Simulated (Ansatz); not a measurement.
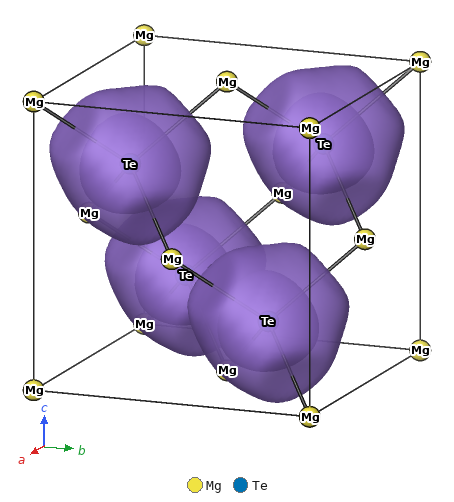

*MgTe. Isosurface of the electron localisation function at 0.6 (purple), seen slightly off an axis. Core shells and regions of very low density are left out. Sticks mark near contacts.*

Space group F-43m; a structure from a database of computed crystals, not necessarily the ambient phase.

Method: DFT PBEsol, scalar-relativistic, plane waves, PAW in Ansatz 0.2.0.

In a PAW calculation such maps are meaningful between the atoms, not at the nuclei.

Input file:

```
crystal:
  lattice:
    - [0.0, 3.2221712769, 3.2221712769]
    - [3.2221712769, 0.0, 3.2221712769]
    - [3.2221712769, 3.2221712769, 0.0]
  atoms:
    - { symbol: Mg, position: [0.0, 0.0, 0.0] }
    - { symbol: Te, position: [0.75, 0.75, 0.75] }
basis:
  ecutwfc: 420
kpoints:
  mp_grid: { grid: [8, 8, 8] }
hamiltonian:
  xc: pbesol
scf:
  occupations: { method: gaussian, width: 0.02 }
output:
  forces: true
  stress: true
  eigenvalues: true
  write_density: true
  write_potential: true
  elf: true
  volumetric_format: npy
relax:
  adjacent_minimum: "off"
  f_tol: 0.01
  max_steps: 60
  cell: { stress_tol: 0.1 }
```

Launched as:

```sh
ansatz run input.yaml --threads 1 --pin off --max-ram 2560MiB --backend cpu --events-out ev --progress --plain --runs-dir out
```

Below, planes, directions and counts refer to the conventional cell (a = 6.44 Å, b = 6.44 Å, c = 6.44 Å, α = 90.00°, β = 90.00°, γ = 90.00°).

The fields are those of the relaxed geometry.

**Identify the bonds, lone pairs and shells in this picture.**

The ELF exceeds this value in four regions wrapped around Te (the valence shell of each), counted in one cell of 8 atoms. Regions shared between cells count once. Along the contacts the grid gives the following. Mg–Te (2.79 Å): the ELF peaks at about 0.85 in the valence shell of Te, 1.4 Å from its nucleus, and is about 0.85 at the midpoint.

**Metal or insulator at this level of theory?**

It is gapped, with a Kohn–Sham gap of 2.3 eV on the k-point mesh (the band edges may lie off the mesh, which would make the gap smaller).
